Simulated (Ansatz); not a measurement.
# TiO: what the fields show

Input file:

```
crystal:
  lattice:
    - [-2.8187689779, 0.0, 0.0]
    - [-1.409384489, -2.4411255423, 0.0]
    - [0.0, 0.0, 10.9125498868]
  atoms:
    - { symbol: Ti, position: [0.3333333333, 0.3333333333, 0.125] }
    - { symbol: Ti, position: [0.3333333333, 0.3333333333, 0.625] }
    - { symbol: Ti, position: [0.6666666667, 0.6666666667, 0.375] }
    - { symbol: Ti, position: [0.6666666667, 0.6666666667, 0.875] }
    - { symbol: O, position: [0.0, 0.0, 0.0] }
    - { symbol: O, position: [0.0, 0.0, 0.5] }
    - { symbol: O, position: [0.0, 0.0, 0.25] }
    - { symbol: O, position: [0.0, 0.0, 0.75] }
basis:
  ecutwfc: 420
kpoints:
  mp_grid: { grid: [19, 19, 5] }
hamiltonian:
  xc: pbesol
scf:
  occupations: { method: gaussian, width: 0.15 }
output:
  forces: true
  stress: true
  eigenvalues: true
  write_density: true
  write_potential: true
  elf: true
  volumetric_format: npy
```

Run with:

```sh
ansatz run input.yaml --threads 2 --pin off --max-ram 5120MiB --backend cpu --events-out ev --progress --plain --runs-dir out
```

Space group P6₃/mmc; a structure from a database of computed crystals, not necessarily the ambient phase; computed without spin polarisation.

The calculation used DFT PBEsol, scalar-relativistic, plane waves, PAW in Ansatz 0.2.0.

In a PAW calculation such maps are meaningful between the atoms, not at the nuclei.

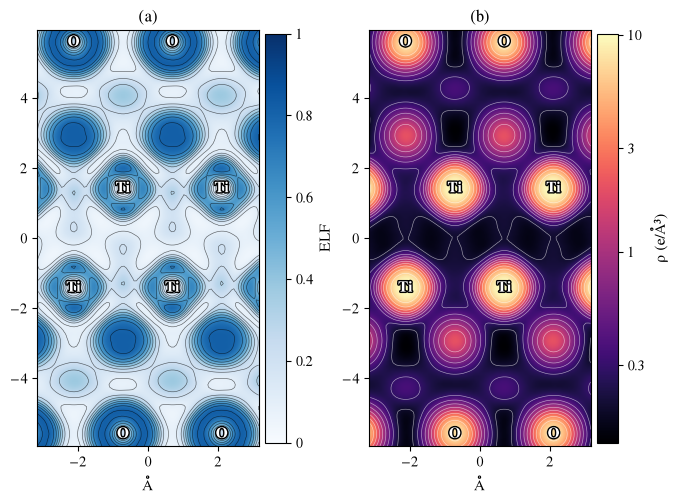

Figure 1. (a) electron localisation function; (b) valence electron density on the (101) plane of the calculation cell.

### What does the map show?

The plane passes through Ti and O nuclei.
Atoms just off the plane (O, 0.6 Å away) can leave unmarked features too.
Ti–Ti (2.82 Å): ρ at the midpoint is about 0.23 e/Å³; the ELF is about 0.20 at the midpoint: no shared electron pair shows on this line.
Between the atoms the lowest density in this plane is 0.13 e/Å³.
The features right at Ti lie inside the PAW spheres, where the map follows smoothed inner orbitals and isn't to be read closely.

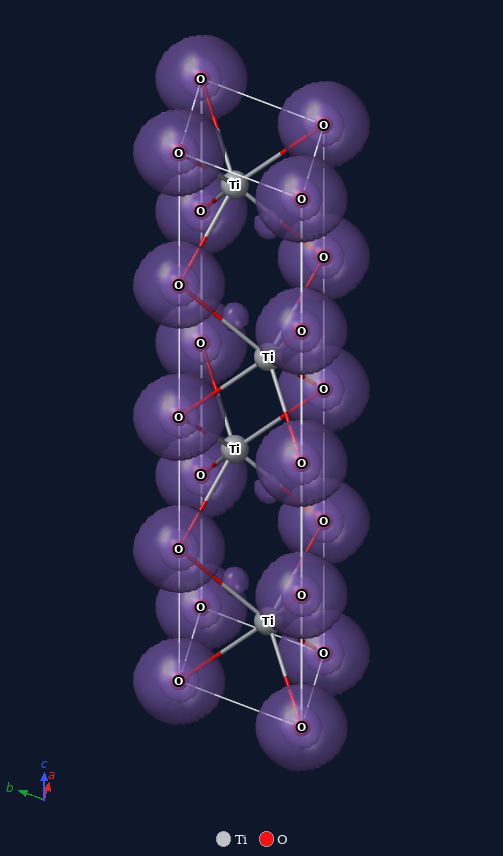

Figure 2. Isosurface of the electron localisation function at 0.7 (purple), seen at an oblique angle. Core shells and regions of very low density are left out. Sticks mark near contacts.

### Describe the localisation domains.

The ELF exceeds this value in four regions wrapped around O (the valence shell of each) and four pockets between the atoms, centred on no nucleus (multi-centre or interstitial), counted in one cell of 8 atoms. Regions shared between cells count once. Profiles from the grid: Ti–O (2.12 Å): the ELF peaks at about 0.80 in the valence shell of O, 0.6 Å from its nucleus, and is about 0.10 at the midpoint: no localised pair shows between them.

### Does the calculation give a band gap?

It is metallic or semimetallic at this level of theory: no gap opens; semilocal functionals without U, or without the true magnetic order, often close the gap of such compounds.
